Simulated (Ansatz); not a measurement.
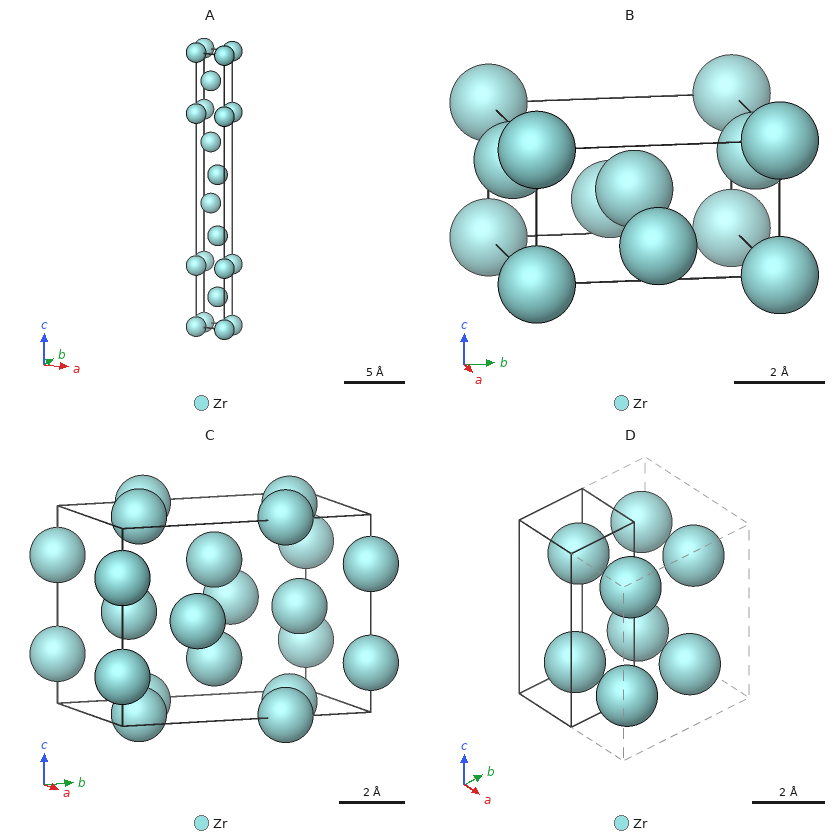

Four structures of Zr, each relaxed to rest (conventional cells in solid outline, small ones repeated, each panel with its own scale). Method: Ansatz 0.2.0, DFT PBE, scalar-relativistic, plane waves, PAW, without spin polarisation.

> Name the structure in each panel.

A: α-samarium (9R) type, R-3m; B: β-tin type, I4_1/amd; C: 12 atoms a cell on a body-centred orthorhombic lattice, Ibam; D: hexagonal close-packed (Mg type), P6_3/mmc.

> Rank them by energy, lowest first.

D, then C (+17 meV/atom), A (+26 meV/atom) and B (+488 meV/atom), energies at zero smearing.

> Collect the results in a table.

| panel | structure | E − E(lowest) (meV/atom) | volume (Å³/atom) | gap (eV) |
| --- | --- | --- | --- | --- |
| D | P6_3/mmc | 0 | 23.4 | metal |
| C | Ibam | 17 | 23.4 | metal |
| A | R-3m | 26 | 23.4 | metal |
| B | I4_1/amd | 488 | 23.6 | metal |

> The same structures were relaxed again with PBEsol. Does the order change?

No, every level gives the same order.

| panel | PBE (meV/atom) | PBEsol (meV/atom) |
| --- | --- | --- |
| D | 0 | 0 |
| C | 17 | 12 |
| A | 26 | 25 |
| B | 488 | 472 |

Some of these may be structure types tried for this composition rather than known phases, and the most stable form need not be among them. Gaps are taken on the k-mesh or band path of each run.
